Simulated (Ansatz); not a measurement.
# K3Cl2: what the fields show

```yaml
crystal:
  lattice:
    - [7.86315, 0.00000, 0.00000]
    - [-3.93157, 6.80969, 0.00000]
    - [0.00000, 0.00000, 23.13365]
  atoms:
    - { symbol: K, position: [0.98720, 0.33333, 0.08333] }
    - { symbol: K, position: [0.65387, 0.66667, 0.41667] }
    - { symbol: K, position: [0.32053, 0.00000, 0.75000] }
    - { symbol: K, position: [0.66667, 0.65387, 0.08333] }
    - { symbol: K, position: [0.33333, 0.98720, 0.41667] }
    - { symbol: K, position: [0.00000, 0.32053, 0.75000] }
    - { symbol: K, position: [0.34613, 0.01280, 0.08333] }
    - { symbol: K, position: [0.01280, 0.34613, 0.41667] }
    - { symbol: K, position: [0.67947, 0.67947, 0.75000] }
    - { symbol: K, position: [0.67947, 0.00000, 0.25000] }
    - { symbol: K, position: [0.34613, 0.33333, 0.58333] }
    - { symbol: K, position: [0.01280, 0.66667, 0.91667] }
    - { symbol: K, position: [0.00000, 0.67947, 0.25000] }
    - { symbol: K, position: [0.66667, 0.01280, 0.58333] }
    - { symbol: K, position: [0.33333, 0.34613, 0.91667] }
    - { symbol: K, position: [0.32053, 0.32053, 0.25000] }
    - { symbol: K, position: [0.98720, 0.65387, 0.58333] }
    - { symbol: K, position: [0.65387, 0.98720, 0.91667] }
    - { symbol: Cl, position: [0.66667, 0.33333, 0.17151] }
    - { symbol: Cl, position: [0.33333, 0.66667, 0.50484] }
    - { symbol: Cl, position: [0.00000, 0.00000, 0.83818] }
    - { symbol: Cl, position: [0.33333, 0.66667, 0.32849] }
    - { symbol: Cl, position: [0.00000, 0.00000, 0.66182] }
    - { symbol: Cl, position: [0.66667, 0.33333, 0.99516] }
    - { symbol: Cl, position: [0.00000, 0.00000, 0.16182] }
    - { symbol: Cl, position: [0.66667, 0.33333, 0.49516] }
    - { symbol: Cl, position: [0.33333, 0.66667, 0.82849] }
    - { symbol: Cl, position: [0.33333, 0.66667, 0.00484] }
    - { symbol: Cl, position: [0.00000, 0.00000, 0.33818] }
    - { symbol: Cl, position: [0.66667, 0.33333, 0.67151] }
```

Space group R-3c; started from the corundum_167 prototype, which need not be the ambient phase.

Level of theory: Ansatz, DFT PBE, scalar-relativistic, plane waves, PAW.

In a PAW calculation such maps are meaningful between the atoms, not at the nuclei.

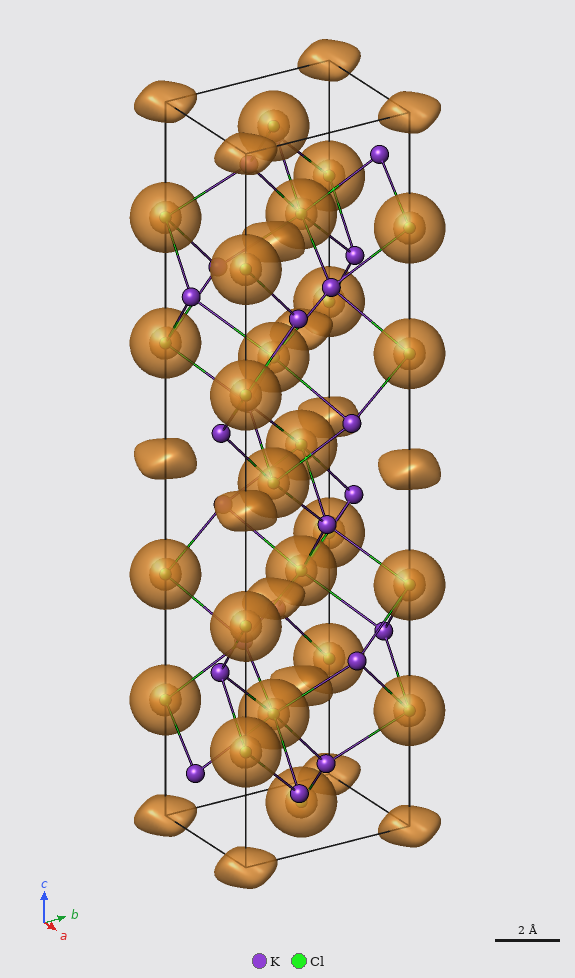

Figure 1. Isosurface of the electron localisation function at 0.8 (orange), seen slightly off an axis. Only the valence region is drawn (cores and ρ < 0.01 e/Å³ removed). Sticks mark near contacts.

Q: What do the ELF domains correspond to?

A: At this value the surface marks out twelve regions wrapped around Cl (the valence shell of each) and six pockets between the atoms, centred on no nucleus (multi-centre or interstitial), counted in one cell of 30 atoms. Any copies at cell faces, edges or corners count once.


K–Cl (3.23 Å): the ELF is about 0.05 at the midpoint; no shared electron pair shows on this line.

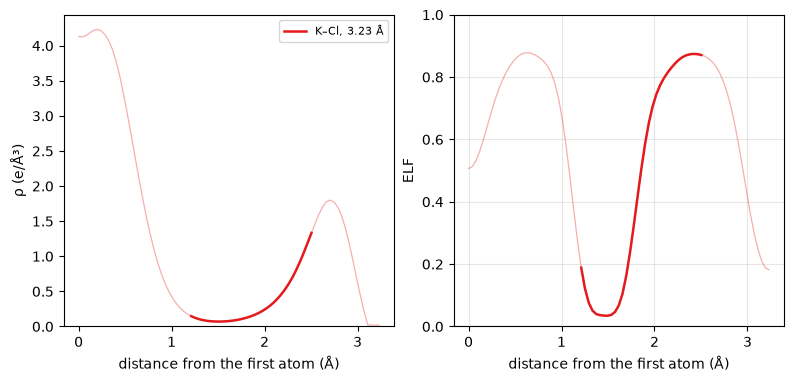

Figure 2. Valence pseudo-density and electron localisation function along straight lines between neighbouring atoms. Thin, pale parts lie inside the atomic spheres.

Q: What can be read from the curves?

A: K–Cl (3.23 Å): ρ at the midpoint is about 0.08 e/Å³; the ELF is about 0.05 at the midpoint (no shared electron pair shows on this line).

Q: Does the calculation give a band gap?

A: It is metallic or semimetallic at this level of theory: no gap opens.
